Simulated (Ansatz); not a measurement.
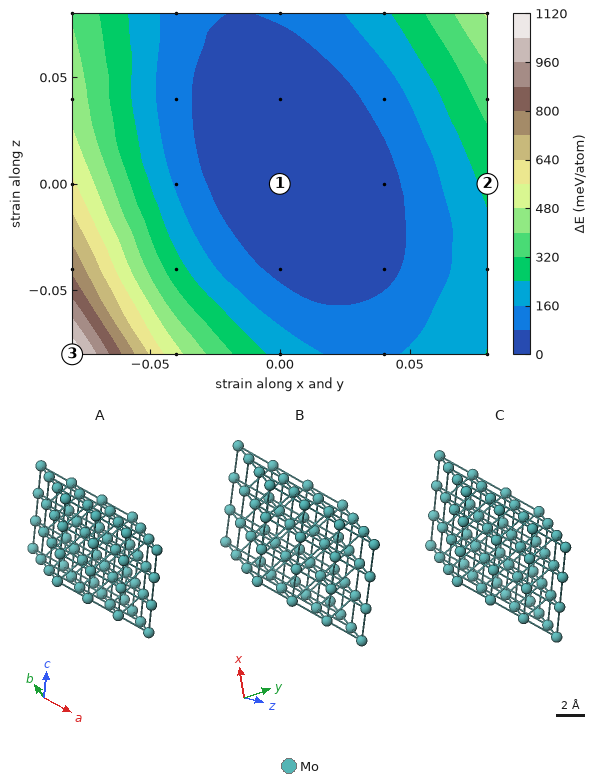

Crystalline Mo (Im-3m): the cell is strained equally along x and y and separately along z, with the atoms kept at their fractional coordinates. x, y and z are the Cartesian axes of the input. The map is interpolated between the computed points (dots). The frames are shuffled; each belongs to one numbered point. Style: ball-and-stick. Shown: the cell of the calculation, repeated 3 × 3 × 3 with one cell outlined, slightly off an axis.

Level of theory: DFT PBE, scalar-relativistic, plane waves, PAW (Ansatz). Set-up: plane-wave cutoff 420 eV; k-point mesh 22 × 22 × 22; occupations gaussian; smearing width 0.15 eV; no spin polarisation. Energies (free energies at the smearing named) are counted from the cell as listed in its source, which wasn't relaxed.

### Which frame belongs to which numbered point?

Point 1 is frame C, at (0.000, 0.000) and 0 meV/atom; 2 is frame B, at (0.080, 0.000) and 257 meV/atom; 3 is frame A, at (−0.080, −0.080) and 1106 meV/atom. In pairs of (strain along x and y; strain along z): the lowest computed point lies at (0.000, 0.000) (0 meV/atom), the highest at (−0.080, −0.080) (1106 meV/atom). The valley is tilted: raising the in-plane strain is made harder by raising the strain along z (cross term 0.43 of the geometric mean of the two curvatures). Over the ranges scanned the energy rises more along the first axis, the in-plane strain. The pressure runs from −34.8 GPa at (0.080, 0.080) to 120.1 GPa at (−0.080, −0.080).
